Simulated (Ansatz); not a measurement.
System: LiH, space group P6_3/mmc (No. 194) (cell built by us, not taken from a database).

Structure:
```
CELL_PARAMETERS angstrom
3.25583 0.00000 0.00000
-1.62791 2.81963 0.00000
0.00000 0.00000 4.06844
ATOMIC_POSITIONS crystal
Li 0.33333 0.66667 0.93749
Li 0.66667 0.33333 0.43749
H 0.33333 0.66667 0.43751
H 0.66667 0.33333 0.93751
```

Method: Born effective charges by linear response at the zone centre, in units of the proton charge, Cartesian axes of the given cell; DFT, PBE, plane waves, PAW (Ansatz 0.2.0). Level: PBE, no spin polarisation.

```tsv
setting	value
periodic directions	3
potentials	PAW
wave cutoff	420 eV
k mesh	9×9×6
```

Predict the mean Born effective charge of each atom. The cases: Li 1; Li 2; H 1; H 2.

All are equal in size, 0.88 e, and the charges add up to 0.00 e. Li 1, Li 2, H 1 and H 2 are equally anisotropic; for Li 1: its diagonal components run from 0.79 to 1.05 e. The Born charge xx, in e, is 0.79 for Li 1, 0.79 for Li 2, −0.79 for H 1 and −0.79 for H 2. The Born charge zz, in e, is 1.049 for Li 1, 1.049 for Li 2, −1.049 for H 1 and −1.049 for H 2.

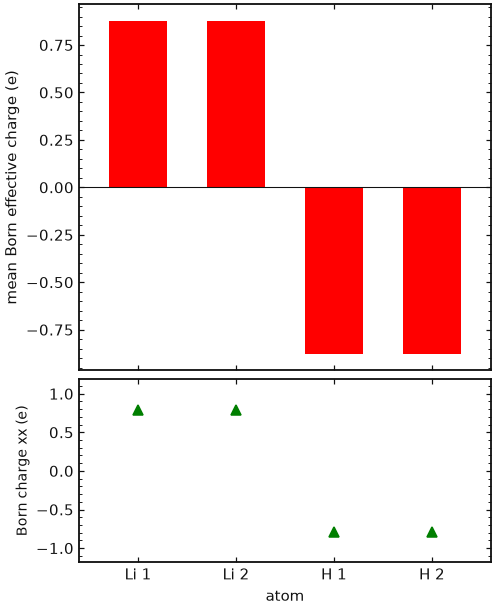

Keep in mind: structure snapped to symmetry.
